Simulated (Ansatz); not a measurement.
Geometry relaxation of TiO (part 3 of 3)

Continued. System: TiO (Pm-3m, 6 atoms in the cell). Method: DFT r2SCAN, scalar-relativistic, plane waves, PAW, spin-polarised (Ansatz 0.2.0); cutoff 500 eV, 10×10×10 k-mesh, Gaussian smearing of 0.1 eV, collinear spins. The structure derives from a Materials Project entry.

Geometry of the input (Å; fractional positions):
```
4.0867  0.0000  0.0000
0.0000  4.0867  0.0000
0.0000  0.0000  4.0867
Ti 0.5000  0.5000  0.0000
Ti 0.0000  0.5000  0.5000
Ti 0.5000  0.0000  0.5000
O  0.0000  0.5000  0.0000
O  0.5000  0.0000  0.0000
O  0.0000  0.0000  0.5000
```

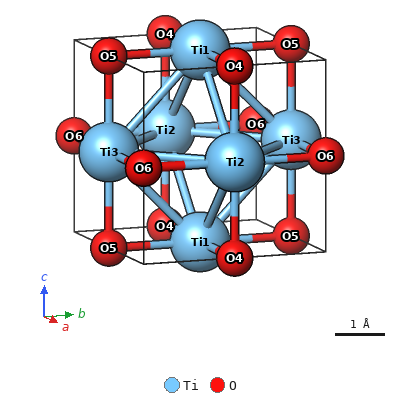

*The geometry at step 4 of the log (ball-and-stick view of the cell of the calculation, seen slightly off an axis; atoms are numbered from 1 in the order of the input).*

Results in brief:

- outcome: converged
- space group (tolerance 0.01 Å): Pm-3m (221)
- electrons treated: 54
- free energy: −9227.0781 eV
- Fermi energy: 13.218 eV
- gap on the k-point mesh: none (metallic)
- net moment of the cell: 1.28 μB
- integrated absolute moment: 1.30 μB
- pressure: 0.03 GPa
- final volume: 66.85 Å³
- largest force (length of the vector) at the end: under 0.001 eV/Å
- final cell: a = 4.059 Å, b = 4.059 Å, c = 4.059 Å, α = 90.00°, β = 90.00°, γ = 90.00°
- hardware: 1 thread of Intel Xeon @ 2.50GHz (Skylake/Cascade Lake), 189 GiB of memory available, shared host
- wall time: 11 min
- peak memory: 0.91 GiB

Remarks:

The electronic state found may not be the lowest one.
